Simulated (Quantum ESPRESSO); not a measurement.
# A series of single points on Pt

System: Pt (Fm-3m, 1 atom in the cell).
Method: Kohn-Sham DFT of a periodic cell, PBE, SSSP 1.3 efficiency PBE, no spin polarisation (Quantum ESPRESSO 7.5).

The 7 runs differ only in the geometry, by an even scaling of the cell at fixed fractional positions. The structure derives from an entry of the Crystallography Open Database.

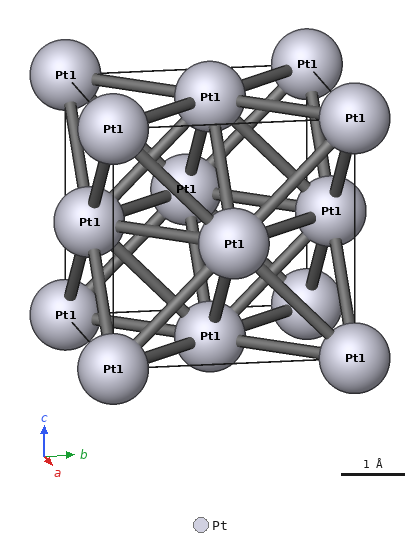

Figure 1. The structure of run 4 (ball-and-stick view of the cell 4 times as large as that of the calculation, set on its symmetry axes, seen slightly off an axis; atoms are numbered from 1 in the order of the input).

**Input of run 4**
```
&CONTROL
  calculation = 'scf'
  prefix = 'pwscf'
  outdir = './tmp'
  pseudo_dir = './pseudo'
  tprnfor = .true.
  tstress = .true.
  disk_io = 'nowf'
/
&SYSTEM
  ibrav = 0
  nat = 1
  ntyp = 1
  ecutwfc = 55
  ecutrho = 440
  nbnd = 14
  occupations = 'smearing'
  smearing = 'fd'
  degauss = 0.00367493
/
&ELECTRONS
  conv_thr = 2d-10
  electron_maxstep = 120
  mixing_beta = 0.5
/
ATOMIC_SPECIES
Pt   195.0840 pt_pbe_v1.4.uspp.F.UPF
CELL_PARAMETERS angstrom
   0.0000000000    1.9609000000    1.9609000000
   1.9609000000    0.0000000000    1.9609000000
   1.9609000000    1.9609000000    0.0000000000
ATOMIC_POSITIONS crystal
Pt     0.0000000000    0.0000000000    0.0000000000
K_POINTS automatic
12 12 12 0 0 0
```

Command:
```bash
OMP_NUM_THREADS=1 pw.x -in pw.in > pw.out
```

Lattice vectors (Å) and fractional positions of run 4:
```
   0.000000    1.960900    1.960900
   1.960900    0.000000    1.960900
   1.960900    1.960900    0.000000
Pt  0.000000  0.000000  0.000000
```

Run 5 differs from it as follows:
```diff
-   0.0000000000    1.9609000000    1.9609000000
-   1.9609000000    0.0000000000    1.9609000000
-   1.9609000000    1.9609000000    0.0000000000
+   0.0000000000    1.9738864712    1.9738864712
+   1.9738864712    0.0000000000    1.9738864712
+   1.9738864712    1.9738864712    0.0000000000
```

**Results, with one run withheld**

```csv
run,volume per atom (Å³),"free energy per atom, from the lowest run given (meV)",pressure (GPa)
1,14.175,127.58,31.20
2,14.477,76.28,23.05
3,14.778,39.43,15.83
4,15.080,15.39,9.44
5,15.381,?,?
6,15.683,0.00,−1.21
7,15.985,6.18,−5.63
```

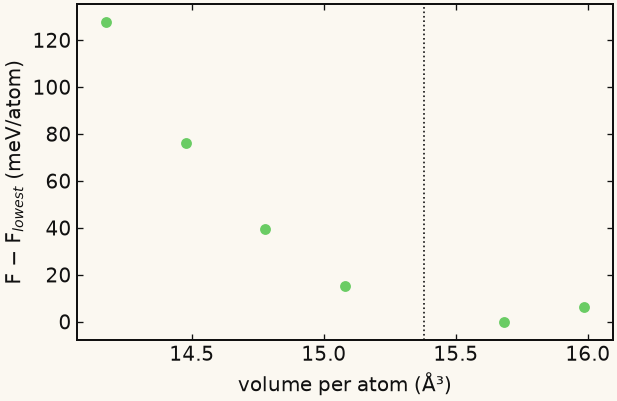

Figure 2. Free energy per atom of the runs given; the dotted line marks run 5.

Fit the runs given and predict run 5.

A cubic polynomial in V^(−2/3) (the Birch–Murnaghan form), fitted to the 6 runs given, misses them by at most 0.04 meV per atom. With x = V^(−2/3) − 0.16436 Å⁻², it reads F = 20.086 + 9497 x + 1.1289e+06 x² + 4.3561e+06 x³ (meV per atom). At run 5 it gives 2.69 meV per atom, and the run itself gives 2.68. The slope of the fit gives a pressure −dF/dV of 3.99 GPa there, and the run prints 3.79 GPa. The two needn't agree exactly: the fit is approximate, and the printed stress is taken on a finite basis. The fit has its minimum at 15.618 Å³ per atom, where V d²F/dV² gives 251 GPa: the bulk modulus at this level, since symmetry fixes the shape and the positions.

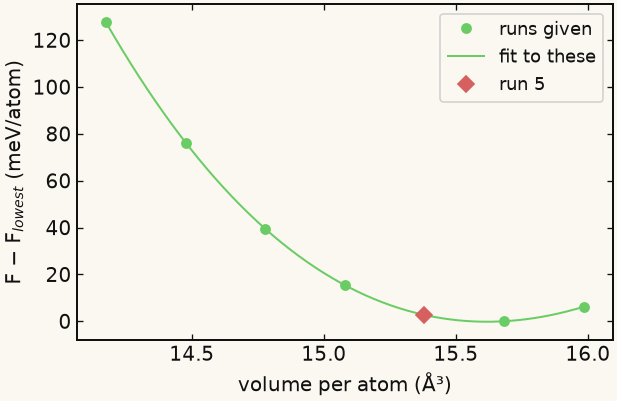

Figure 3. The fit and the withheld run.

**Some lines of the output (run 5)**
```
[...]
     unit-cell volume          =     103.7990 (a.u.)^3
     number of k points=    72  Fermi-Dirac smearing, width (Ry)=  0.0037
     total energy              =    -210.53083170 Ry
     total energy              =    -210.69554908 Ry
     total energy              =    -210.69699421 Ry
     total energy              =    -210.69703435 Ry
     total energy              =    -210.69703755 Ry
     total energy              =    -210.69703769 Ry
     total energy              =    -210.69703770 Ry
     the Fermi energy is    22.0044 ev
!    total energy              =    -210.69703770 Ry
     The total energy is F=E-TS. E is the sum of the following terms:
     Computing stress (Cartesian axis) and pressure
          total   stress  (Ry/bohr**3)                   (kbar)     P=       37.86
```

Notes on the run: negative rho. Spin–orbit coupling is left out, which matters for Pt.
